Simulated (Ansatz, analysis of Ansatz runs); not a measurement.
# Interstitial N in bcc Mo, hop from an octahedral to the next octahedral site: migration barrier, PBE

Aim: the migration barrier of interstitial N in bcc Mo, hop from an octahedral to the next octahedral site, to be set beside the measurement. Set-up: PBE, 32-site cell, PBE lattice, 420 eV, k: 4x4x4 Gamma-centred, zero-point energy of the moving atom added. The model is a cell of 32 host atoms with 1 N put in. The barrier is the energy of the highest image of a climbing band over the relaxed site that the atom leaves.

Measured beforehand: Migration barrier: 1.2 eV (quoted in “Ab-initio study of the transition pathways for single and double interstitial solute (H, N, O, H-H, N-N, and O-O) within bcc refractory metals (Mo and Nb)”, 2024, H. E. Quarshie et al., quoting earlier work (1969)). Migration barrier: 1.08 eV, by activation energy from a dislocation pinning study (technique not stated) (quoted in “Ab-initio study of the transition pathways for single and double interstitial solute (H, N, O, H-H, N-N, and O-O) within bcc refractory metals (Mo and Nb)”, 2024, H. E. Quarshie et al., quoting earlier work (1963)). The calculation is set beside it at the end.

Method: plane-wave PAW DFT, PBE; relaxation of all atoms of a defect supercell, in Ansatz 0.2.0.

### Step 1. Starting point

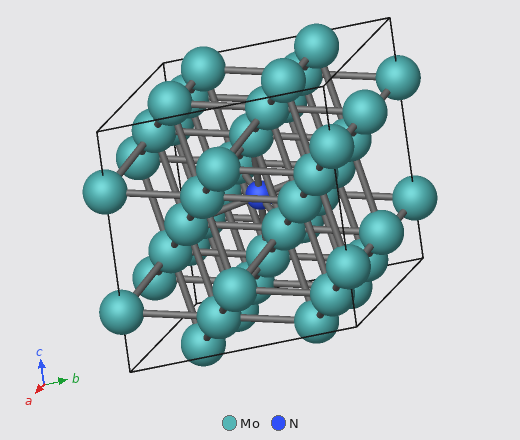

Start, viewed slightly off an axis; molybdenum teal, nitrogen blue. Some periodic images of atoms are drawn too.

The cell holds 33 atoms: 32 Mo and 1 N. Cell: a = 8.941 Å, b = 8.941 Å, c = 8.941 Å, α = 60.0°, β = 60.0°, γ = 60.0°. It derives from Mo (space group Im-3m). Nearest the centre at fractional (0.375, 0.375, 0.625): N33 at 0.00 Å, Mo29 at 1.58 Å, Mo7 at 1.58 Å, Mo8 at 2.24 Å, Mo14 at 2.24 Å, Mo4 at 2.24 Å, Mo22 at 2.24 Å, Mo11 at 3.53 Å.

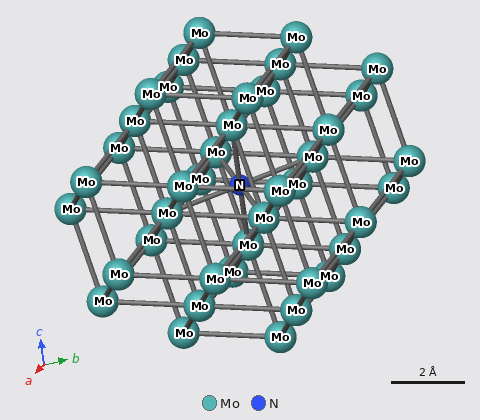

The atoms within 5 Å of the centre.

The host's primitive cell comes from a first run (plane-wave PAW DFT, PBE; relaxation of the host's cell and atoms): vectors of 2.738, 2.738 and 2.738 Å. That is 15.79 Å³ an atom, 1.4 % over the diffraction cell's volume. The supercell is built on it.

### Step 2. Relaxation, charge 0

A barrier counts from a true minimum, so both ends of the jump are relaxed first.

Contents of start/input.yaml:

```yaml
relax:
  f_tol: 0.02
  max_steps: 80
  escape_saddle: false
crystal:
  lattice:
    - [0.0, 6.32231142, 6.32231142]
    - [6.32231142, 0.0, 6.32231142]
    - [6.32231142, 6.32231142, 0.0]
  atoms:
    - { symbol: Mo, position: [0.0, 0.0, 0.0] }
    - { symbol: Mo, position: [0.125, 0.125, 0.125] }
    - { symbol: Mo, position: [0.25, 0.25, 0.25] }
    - { symbol: Mo, position: [0.375, 0.375, 0.375] }
    - { symbol: Mo, position: [0.0, 0.0, 0.5] }
    - { symbol: Mo, position: [0.125, 0.125, 0.625] }
    - { symbol: Mo, position: [0.25, 0.25, 0.75] }
    - { symbol: Mo, position: [0.375, 0.375, 0.875] }
    - { symbol: Mo, position: [0.0, 0.5, 0.0] }
    - { symbol: Mo, position: [0.125, 0.625, 0.125] }
    - { symbol: Mo, position: [0.25, 0.75, 0.25] }
    - { symbol: Mo, position: [0.375, 0.875, 0.375] }
    - { symbol: Mo, position: [0.0, 0.5, 0.5] }
    - { symbol: Mo, position: [0.125, 0.625, 0.625] }
    - { symbol: Mo, position: [0.25, 0.75, 0.75] }
    - { symbol: Mo, position: [0.375, 0.875, 0.875] }
    - { symbol: Mo, position: [0.5, 0.0, 0.0] }
    - { symbol: Mo, position: [0.625, 0.125, 0.125] }
    - { symbol: Mo, position: [0.75, 0.25, 0.25] }
    - { symbol: Mo, position: [0.875, 0.375, 0.375] }
    - { symbol: Mo, position: [0.5, 0.0, 0.5] }
    - { symbol: Mo, position: [0.625, 0.125, 0.625] }
    - { symbol: Mo, position: [0.75, 0.25, 0.75] }
    - { symbol: Mo, position: [0.875, 0.375, 0.875] }
    - { symbol: Mo, position: [0.5, 0.5, 0.0] }
    - { symbol: Mo, position: [0.625, 0.625, 0.125] }
    - { symbol: Mo, position: [0.75, 0.75, 0.25] }
    - { symbol: Mo, position: [0.875, 0.875, 0.375] }
    - { symbol: Mo, position: [0.5, 0.5, 0.5] }
    - { symbol: Mo, position: [0.625, 0.625, 0.625] }
    - { symbol: Mo, position: [0.75, 0.75, 0.75] }
    - { symbol: Mo, position: [0.875, 0.875, 0.875] }
    - { symbol: "N", position: [0.375, 0.375, 0.625] }
basis:
  ecutwfc: 420
  xc_grid: 2
hamiltonian:
  xc: pbe
kpoints:
  mp_grid: { grid: [4, 4, 4] }
scf:
  occupations: { method: methfessel_paxton, width: 0.1 }
  max_iter: 120
output:
  forces: true
checkpoint:
  write: "../start.run"
  compress: false
  write_wavefunctions: true
  write_every: 100000
```

Started as:

```bash
$ ansatz run input.yaml --threads 4 --pin off --max-ram 14131MiB --backend cpu --events-out ev --progress --plain --runs-dir out
```

Numbers of over 12 decimals in the logs are rounded to 6 here.

Log:

```text
[... repeated set-up lines and file paths are left out, and long positions are rounded to six places ...]
Engine: ansatz 0.2.0, aarch64-unknown-linux-gnu
Pseudopotentials: kind: paw
Pseudopotential: Mo, paw, valence charge 14, recommended cutoff 420 eV (normal), Mo.paw.azcp
Pseudopotential: N, paw, valence charge 5, recommended cutoff 420 eV (normal), N.paw.azcp
Functional definition: PBE
  parameter kappa = 0.804
  parameter beta = 0.066725
  exchange = pbe_x(kappa = kappa, mu = beta*pi^2/3)
  correlation = pbe_c(beta = beta)
Crystal: 33 atoms, lattice volume = 505.426 Å³
Basis set: ecut = 420 eV, 9841 PW (Γ), exchange–correlation on 120×120×120 points (8 copies of the dense FFT grid, shifted against one another)
Bands: 272, of which v1, the nominal top of the filled ones, is band 227 counted from 1 (226 counted from 0)
Symmetry: 16 space group operations
Space group: I4/mmm (ITA 139), of the structure as read, at distance tolerance 8.0e-5 Å
k-points: 13 of 64
Non-local potential: Mo, projectors of the file, l = 0: 3, l = 1: 2, l = 2: 2, l = 3: 1
Non-local potential: N, projectors of the file, l = 0: 2, l = 1: 2, l = 2: 1
PAW form: soft (Blöchl's): semilocal exchange-correlation on the pseudo side does not see the compensation charge
PAW one-centre angular grid: Mo, 590 points (default); XC on 64 Gauss nodes
PAW one-centre angular grid: N, 110 points (default); XC on 64 Gauss nodes
Initial density: superposition of atomic densities (neutral atoms: chi_scale 0, normalization atom), corrected by the library's trained network
Initial wavefunctions: pseudopotential atomic-orbital guess
Functional: x = pbe(κ = 0.804, μ = 0.219515), c = pbe(β = 0.066725)
SCF iter   1: F=—  HF=-158970.618265 eV  |F-HF|=—  |Δ(HF+E_count)|=         —  Δρ=7.73e-3  dr2=8.33e-1  ethr=1.77e-3  ⟨swp⟩=4.5  Hψ=11593  notcnv=0
preconditioner: auto → Kerker (q_TF=auto, 2.679 Å⁻¹)  [metal: Δε(μ)=0.008 eV  Ē_g=4.481 eV  σ=0.100 eV  W_gap=0.07  n_scr=168 (ndim 8)  ℏωp=23.2 eV  f_vac=0.000  D(μ)=27.07/eV (n_scr^D=258)]
SCF iter   2: F=—  HF=-158970.565522 eV  |F-HF|=—  |Δ(HF+E_count)|=   5.27e-2  S|Δr|=    0.00e0  Δρ=3.79e-3  dr2=2.10e-1  ethr=1.84e-4  ⟨swp⟩=1.0  Hψ=4069  notcnv=0  defer=1
SCF iter   3: F=—  HF=-158970.545556 eV  |F-HF|=—  |Δ(HF+E_count)|=   2.00e-2  S|Δr|=    0.00e0  Δρ=5.64e-4  dr2=2.75e-3  ethr=4.63e-5  ⟨swp⟩=2.0  Hψ=4426  notcnv=0  defer=1
SCF iter   4: F=—  HF=-158970.542953 eV  |F-HF|=—  |Δ(HF+E_count)|=   2.60e-3  S|Δr|=    0.00e0  Δρ=1.44e-4  dr2=1.46e-4  ethr=6.08e-7  ⟨swp⟩=2.1  Hψ=5877  notcnv=0  defer=1
SCF iter   5: F=-158970.542925 eV  HF=-158970.542932 eV  |F-HF|=6.80e-6  |Δ(HF+E_count)|=   2.15e-5  S|Δr|=    0.00e0  Δρ=3.60e-5  dr2=9.53e-6  ethr=2.21e-9  ⟨swp⟩=3.0  Hψ=12764  notcnv=0
SCF 1 converged in 5 iterations: F = -158970.542925 eV  dr2 = 9.53e-6
  greatest PAW one-centre occupation: 0.999 electrons in one spin orbital (limit 2), on the Mo atom at site 28 (counted from 0), in its partial waves of l = 0
relax step   1: F+E_penalty+E_count = -158970.54292514 eV  Δ(F+E_penalty+E_count) = +0.000e0 eV  max|allowed force component| = 1.855e1 eV/Å  Δτ_max = 0.0000 Å  (5 SCF iters, dr2 threshold 1.00e-5 eV, accepted)
[... the SCF cycles and remarks between the steps are left out from here to the last step ...]
relax step   2: F+E_penalty+E_count = -158974.18520825 eV  Δ(F+E_penalty+E_count) = -3.642e0 eV  max|allowed force component| = 4.203e0 eV/Å  Δτ_max = 0.1906 Å  (6 SCF iters, dr2 threshold 1.00e-4 eV, accepted)
relax step   3: F+E_penalty+E_count = -158975.38857242 eV  Δ(F+E_penalty+E_count) = -1.203e0 eV  max|allowed force component| = 1.992e0 eV/Å  Δτ_max = 0.0768 Å  (5 SCF iters, dr2 threshold 1.00e-4 eV, accepted)
relax step   4: F+E_penalty+E_count = -158975.90703055 eV  Δ(F+E_penalty+E_count) = -5.185e-1 eV  max|allowed force component| = 5.232e-1 eV/Å  Δτ_max = 0.1180 Å  (5 SCF iters, dr2 threshold 1.00e-4 eV, accepted)
relax step   5: F+E_penalty+E_count = -158975.93503637 eV  Δ(F+E_penalty+E_count) = -2.801e-2 eV  max|allowed force component| = 9.896e-2 eV/Å  Δτ_max = 0.0149 Å  (5 SCF iters, dr2 threshold 1.89e-5 eV, accepted)
relax step   6: F+E_penalty+E_count = -158975.93709580 eV  Δ(F+E_penalty+E_count) = -2.059e-3 eV  max|allowed force component| = 2.846e-3 eV/Å  Δτ_max = 0.0037 Å  (5 SCF iters, dr2 threshold 6.12e-7 eV, accepted)
iter 1 solved again at ethr=4.11e-11 eV; its pass at ethr=3.10e-3 eV (dr2=1.86e-7 eV) is discarded
SCF iter   1: F=—  HF=-158975.937107 eV  |F-HF|=—  |Δ(HF+E_count)|=         —  Δρ=3.96e-6  dr2=1.87e-7  ethr=4.11e-11  ⟨swp⟩=1.2  Hψ=9820  notcnv=0  defer=248
SCF iter   2: F=-158975.937096 eV  HF=-158975.937096 eV  |F-HF|=7.41e-8  |Δ(HF+E_count)|=   1.07e-5  S|Δr|=    0.00e0  Δρ=2.53e-6  dr2=9.24e-8  ethr=2.21e-11  ⟨swp⟩=2.4  Hψ=9935  notcnv=0
SCF 7 converged in 2 iterations: F = -158975.937096 eV  dr2 = 9.24e-8
relax step   7: F+E_penalty+E_count = -158975.93709586 eV  Δ(F+E_penalty+E_count) = -6.286e-8 eV  max|allowed force component| = 2.850e-3 eV/Å  Δτ_max = 0.0000 Å  (2 SCF iters, accepted)
NSCF: frozen V_eff on 13 k-points
the band table was solved once a step of the walk had ended and its energy, with any forces and stress, was formed, with the checks that follow a solve (12704 applications of the Hamiltonian). They found nothing against the state; [...]
SCF converged after 2 iterations
Stability not checked: this state was not tested for a lower state beside it, because cold or Methfessel-Paxton smearing, or corrected tetrahedra, fill the levels in a way that the test cannot read (fill_not_monotonic; see scf.lower_state_search)
Free energy (F): -158975.937096 eV
Harris-Foulkes:  -158975.937096 eV  (|F-HF|=7.41e-8)
Internal energy: -158975.942118 eV  (E = F + TS)
E sigma→0 (E₀):  -158975.938351 eV
Entropy (-TS):   0.005022 eV (0.152 meV/atom)
Fermi energy:    21.067602 eV
--- Per-component energies (eV) ---
  E_band       = -1736.428587
  E_kinetic    = 14252.048176
  E_local      = -25309.656117  (includes V_loc(G=0)·N_el)
  E_nonlocal   = 4610.202933
  E_hartree    = 8374.259192
  E_xc         = -5937.967903
  E_vxc        = -7413.234385  (∫ρ·V_xc dr)
  E_paw        = -102567.022758  (= ΣΔE_a)
  E_vpaw       = -4624.309039  (= ΣTr[D̂ρ^β])
  E_aug_tail   = 0.001433  (compensation charges beyond the density's cutoff)
  E_ewald      = -52397.807074
  E_smearing   = 0.005022  (= −TS)
  E_closure    = -0.000000  (closes the sum)
  Σ components = -158975.937096   (vs F -158975.937096, Δ=0.00e0)
--- Forces (eV/Å), atoms counted from 1 ---
  atom   1  Mo     0.00000000     0.00000000     0.00285023
  atom   2  Mo     0.00005343     0.00005343    -0.00093411
  atom   3  Mo     0.00000000    -0.00000000    -0.00028231
  atom   4  Mo    -0.00223352    -0.00223352     0.00000000
  atom   5  Mo    -0.00000000     0.00000000     0.00028231
  atom   6  Mo    -0.00005343    -0.00005343    -0.00093411
  atom   7  Mo     0.00000000     0.00000000    -0.00231197
  atom   8  Mo     0.00223352     0.00223352    -0.00000000
  atom   9  Mo    -0.00018679     0.00000000    -0.00024536
  atom  10  Mo    -0.00218755     0.00218755     0.00000000
  atom  11  Mo     0.00000000     0.00018679     0.00024536
  atom  12  Mo     0.00005343    -0.00005343     0.00093411
  atom  13  Mo     0.00000000     0.00018679    -0.00024536
  atom  14  Mo     0.00223352    -0.00223352    -0.00000000
  atom  15  Mo    -0.00018679    -0.00000000     0.00024536
  atom  16  Mo    -0.00005343     0.00005343    -0.00093411
  atom  17  Mo     0.00000000    -0.00018679    -0.00024536
  atom  18  Mo     0.00218755    -0.00218755     0.00000000
  atom  19  Mo     0.00018679     0.00000000     0.00024536
  atom  20  Mo    -0.00005343     0.00005343     0.00093411
  atom  21  Mo     0.00018679    -0.00000000    -0.00024536
  atom  22  Mo    -0.00223352     0.00223352     0.00000000
  atom  23  Mo     0.00000000    -0.00018679     0.00024536
  atom  24  Mo     0.00005343    -0.00005343    -0.00093411
  atom  25  Mo     0.00000000     0.00000000     0.00028231
  atom  26  Mo    -0.00005343    -0.00005343     0.00093411
  atom  27  Mo     0.00000000     0.00000000    -0.00285023
  atom  28  Mo     0.00218755     0.00218755    -0.00000000
  atom  29  Mo     0.00000000     0.00000000     0.00231197
  atom  30  Mo     0.00005343     0.00005343     0.00093411
  atom  31  Mo    -0.00000000     0.00000000    -0.00028231
  atom  32  Mo    -0.00218755    -0.00218755     0.00000000
  atom  33  N      0.00000000     0.00000000     0.00000000
  max |Σ_I F_I| component: 3.47e-18 eV/Å
--- Band table (eV; the first three rows and the last of 13) ---
  k-point 0: bands = ["-40.2685", "-40.1765", "-40.1765", "-40.1620", [... 264 left out ...] "23.2251", "23.2251", "23.2516", "23.2736"]
  k-point 1: bands = ["-40.2575", "-40.1890", "-40.1768", "-40.1579", [... 264 left out ...] "23.1665", "23.2044", "23.2349", "23.2674"]
  [... further k-points left out ...]
--- Relaxed structure (7 steps of the walk, 7 accepted, 0 SCFs on fresh bases) ---
  F+E_penalty+E_count = -158975.93709586 eV   max|allowed force component| = 2.850e-3 eV/Å
  atoms:
    - { symbol: Mo, position: [-0.006605, -0.006605, 0.006605] }
    - { symbol: Mo, position: [0.121677, 0.121677, 0.131946] }
    - { symbol: Mo, position: [0.251432, 0.251432, 0.248568] }
    - { symbol: Mo, position: [0.375000, 0.375000, 0.380939] }
    - { symbol: Mo, position: [-0.001432, -0.001432, 0.501432] }
    - { symbol: Mo, position: [0.121677, 0.121677, 0.624700] }
    - { symbol: Mo, position: [0.221721, 0.221721, 0.778279] }
    - { symbol: Mo, position: [0.375000, 0.375000, 0.869061] }
    - { symbol: Mo, position: [-0.000894, 0.499118, 0.000894] }
    - { symbol: Mo, position: [0.128343, 0.621657, 0.125] }
    - { symbol: Mo, position: [0.250882, 0.750894, 0.249106] }
    - { symbol: Mo, position: [0.374700, 0.881946, 0.371677] }
    - { symbol: Mo, position: [-0.000894, 0.499118, 0.500882] }
    - { symbol: Mo, position: [0.130939, 0.619061, 0.625] }
    - { symbol: Mo, position: [0.250882, 0.750894, 0.749118] }
    - { symbol: Mo, position: [0.375300, 0.868054, 0.878323] }
    - { symbol: Mo, position: [0.499118, -0.000894, 0.000894] }
    - { symbol: Mo, position: [0.621657, 0.128343, 0.125] }
    - { symbol: Mo, position: [0.750894, 0.250882, 0.249106] }
    - { symbol: Mo, position: [0.881946, 0.374700, 0.371677] }
    - { symbol: Mo, position: [0.499118, -0.000894, 0.500882] }
    - { symbol: Mo, position: [0.619061, 0.130939, 0.625] }
    - { symbol: Mo, position: [0.750894, 0.250882, 0.749118] }
    - { symbol: Mo, position: [0.868054, 0.375300, 0.878323] }
    - { symbol: Mo, position: [0.498568, 0.498568, 0.001432] }
    - { symbol: Mo, position: [0.628323, 0.628323, 0.118054] }
    - { symbol: Mo, position: [0.756605, 0.756605, 0.243395] }
    - { symbol: Mo, position: [0.875000, 0.875000, 0.378343] }
    - { symbol: Mo, position: [0.528279, 0.528279, 0.471721] }
    - { symbol: Mo, position: [0.628323, 0.628323, 0.625300] }
    - { symbol: Mo, position: [0.751432, 0.751432, 0.748568] }
    - { symbol: Mo, position: [0.875000, 0.875000, 0.871657] }
    - { symbol: N, position: [0.375000, 0.375000, 0.625] }
```

Run time: 2.9 min. Hardware: 4 threads of Arm Neoverse V2, shared host; peak memory 3.6 GiB.

Step by step:

```tsv
step	energy less that of the first step (eV)	largest force component (eV/Å)
1	0.0000	18.5512
2	-3.6423	4.2030
3	-4.8456	1.9916
4	-5.3641	0.5232
5	-5.3921	0.0990
6	-5.3942	0.0028
7	-5.3942	0.0029
```

The run keeps the 16 symmetry operations that it works with, so distortions that break them were not tested.

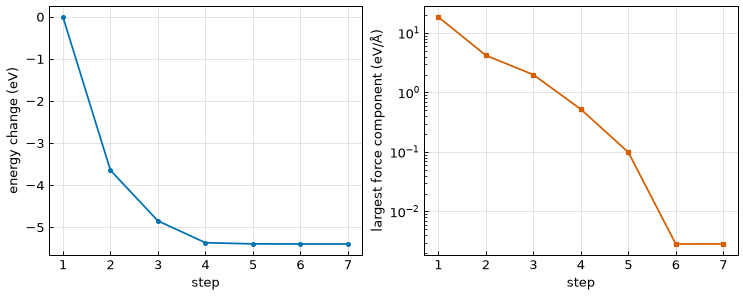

Energy and largest force along the relaxation.

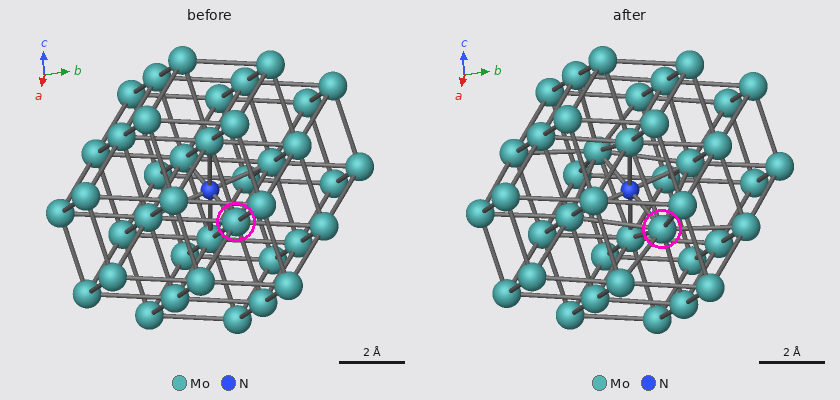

Before and after: the atoms that start within 5 Å of the centre. Mo29, which moves most, is ringed if it is among them.

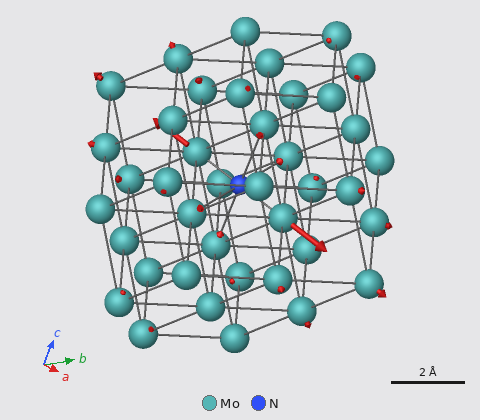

Displacements in the relaxation near the centre, exaggerated; the longest in the cell stands for 0.36 Å.

The atoms that moved most (Å):

```tsv
atom	dx	dy	dz	length
Mo29	0.000	0.000	0.358	0.358
Mo7	0.000	0.000	-0.358	0.358
Mo27	0.000	0.000	0.084	0.084
Mo1	0.000	0.000	-0.084	0.084
Mo4	0.038	0.038	0.000	0.053
Mo22	0.038	-0.038	0.000	0.053
Mo14	-0.038	0.038	0.000	0.053
Mo8	-0.038	-0.038	0.000	0.053
```

Neighbours of N33 at the end:

```tsv
atom	distance (Å)
Mo29	1.938
Mo7	1.938
Mo4	2.182
Mo22	2.182
Mo14	2.182
Mo8	2.182
Mo11	3.539
Mo19	3.539
Mo21	3.539
Mo17	3.539
Mo13	3.539
Mo9	3.539
Mo15	3.539
Mo23	3.539
```

Numbers from this step:

```
free energy      : -158975.9371 eV
smearing term TS : -0.005022 eV
```

The other runs of this kind differ in structure, charge or spin alone:

```tsv
run	outcome	energy less the first (eV)	moment (μB)	time
relaxation, charge 0	converged	0.0000	0.00	2.9 min
relaxation, charge 0	converged	0.0000	0.00	2.9 min
```

The relaxation ends 163 meV an atom lower, with a largest force component of 0.0029 eV/Å.

(Part 1 of 3 ends here.)

[Logs are printed without paths, hosts, clocks, repeated set-up lines and the standing remarks that a program may print on its own settings, such as how far it seeks lower states.]

[Hosts, paths, dates, database ids (printed as entryN), source tags and the programs' standing remarks are cut or masked in the printed files.]

[For some hosts the program warned that the k-mesh of the response run may be too coarse for force constants and the static dielectric constant; such warnings are not shown here.]
